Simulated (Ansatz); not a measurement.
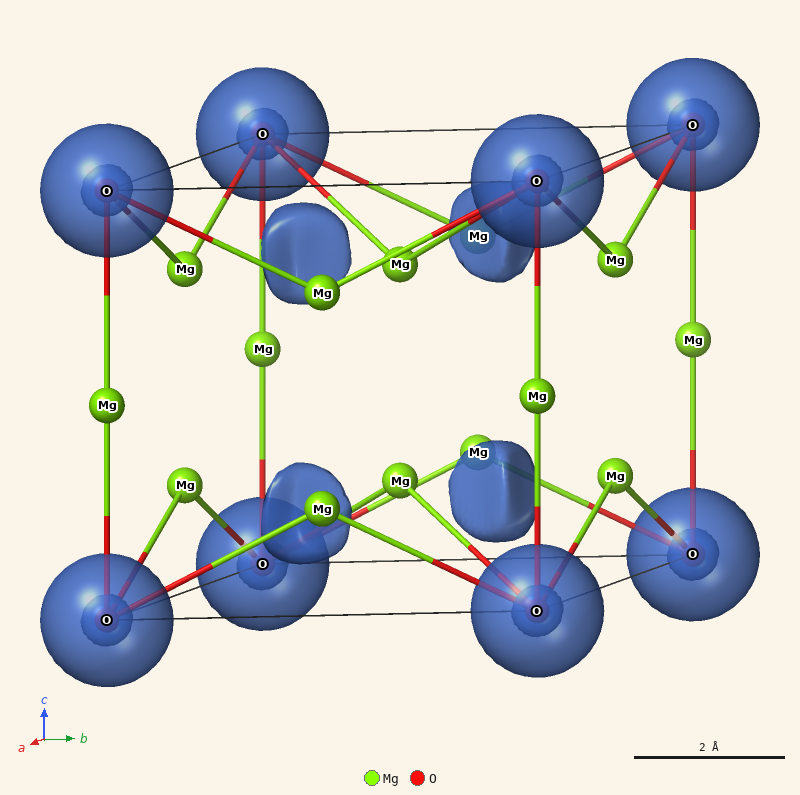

*Mg₇O. Isosurface of the electron localisation function at 0.7 (blue), seen slightly off an axis. Core shells and regions of very low density are left out. Sticks mark near contacts.*

Space group P6/mmm; a structure generated by program, which may or may not match a known phase.

These are results of DFT PBE, scalar-relativistic, plane waves, PAW (Ansatz 0.2.0), not measurements.

> Identify the bonds, lone pairs and shells in this picture.

The surface consists of one region wrapped around O (its valence shell) and four pockets between the atoms, centred on no nucleus (multi-centre or interstitial), counted in one cell of 8 atoms. Regions shared between cells count once. Along the contacts the grid gives the following. Mg–O (2.89 Å): the ELF is about 0.20 at the midpoint (no shared electron pair shows on this line). Mg–O (3.24 Å): the ELF is about 0.15 at the midpoint (no shared electron pair shows on this line).

> Does the calculation give a band gap?

It is gapless in this calculation (a metal or semimetal).
